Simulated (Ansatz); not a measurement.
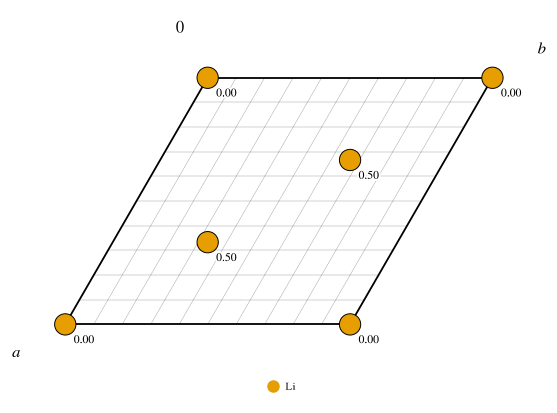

Plan of a unit cell projected along c (a down the page, b across); the numbers are heights as fractions of c, and atoms on the cell's edges are repeated. The grid marks tenths of a and b. Source: the end point of a relaxation with Ansatz 0.2.0, DFT, revPBE, plane waves (420 eV) with PAW, scalar-relativistic; the starting structure was generated, so it need not be a known form of this composition. All values are computed from the atomic coordinates in the standard setting (tolerance 0.002 Å).

a = 5.000 Å, b = 5.000 Å, c = 2.934 Å, α = 90.00°, β = 90.00°, γ = 120.00°.

> What does the cell contain?

3 Li: Li, Z = 3.

> Which space group?

P6/mmm (No. 191), primitive hexagonal.

> Give the independent sites, coordinates to two places.

```json
{"atom": "Li", "site": "1a", "symmetry": "6/mmm", "x": "0.00", "y": "0.00", "z": "0.00"}
{"atom": "Li", "site": "2d", "symmetry": "-6m2", "x": "0.33", "y": "0.67", "z": "0.50"}
```
